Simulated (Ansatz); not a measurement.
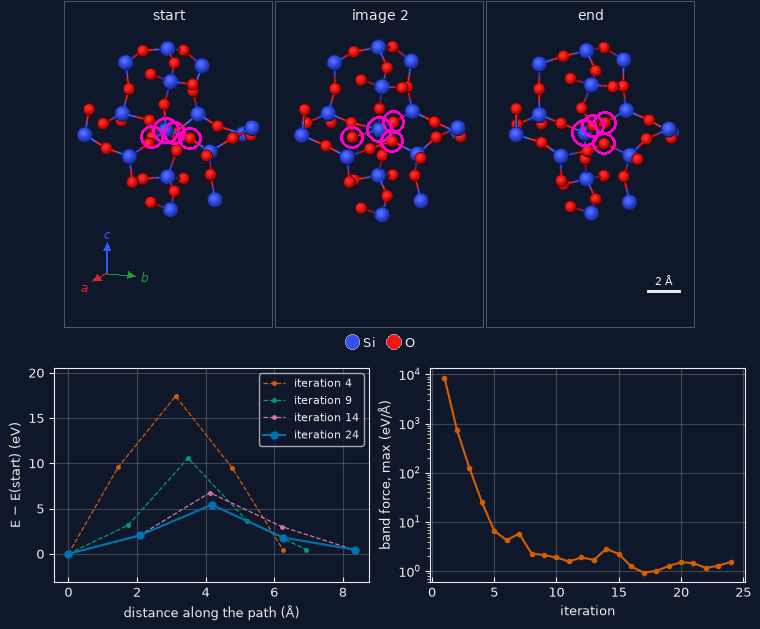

NEB run on SiO₂ with a Si vacancy (47 atoms in the cell, charge +2). Images are numbered from 0 (start) to 4 (end). The plot follows the band through its iterations. Style: ball-and-stick. Shown: the atoms within 5.6 Å of the middle of the path, slightly off an axis. The atoms that move most are ringed. Bonds to atoms that aren't drawn are left out.

Computed with DFT PBE, scalar-relativistic, plane waves, PAW (Ansatz 0.2.0). Set-up: plane-wave cutoff 420 eV; k-point mesh 1 × 1 × 2; Gaussian smearing 0.05 eV; 3 movable images; climbing image; force threshold 0.05 eV/Å; iteration limit 24; spring constant 50.0 eV/Å²; optimiser FIRE.

### Judge this run.

The result isn't final. The band hadn't converged when the run stopped after 24 iterations. The largest component of the band force went from 8600 to 1.5 eV/Å. The barrier read from it is provisional: over the last two iterations the highest image moved from 5.77 eV to 5.43 eV. The spring constant is far from the usual few eV/Å², which spoils the spacing or the steps. The first iteration put the highest image at 1478.23 eV. The energy climbs by 5.43 eV to image 2 and then falls by 4.97 eV, so the end point sits at +0.46 eV.

Limits of the set-up: the periodic images lie only 8.2 Å apart, so the values are limited by the cell's size; the cell is charged, on a uniform background, and energies carry no finite-size correction.

Cost: 24 min on 2 threads of Arm Neoverse V2, on a shared host, peak memory 2 GiB.

PAW datasets: the set soft_1.
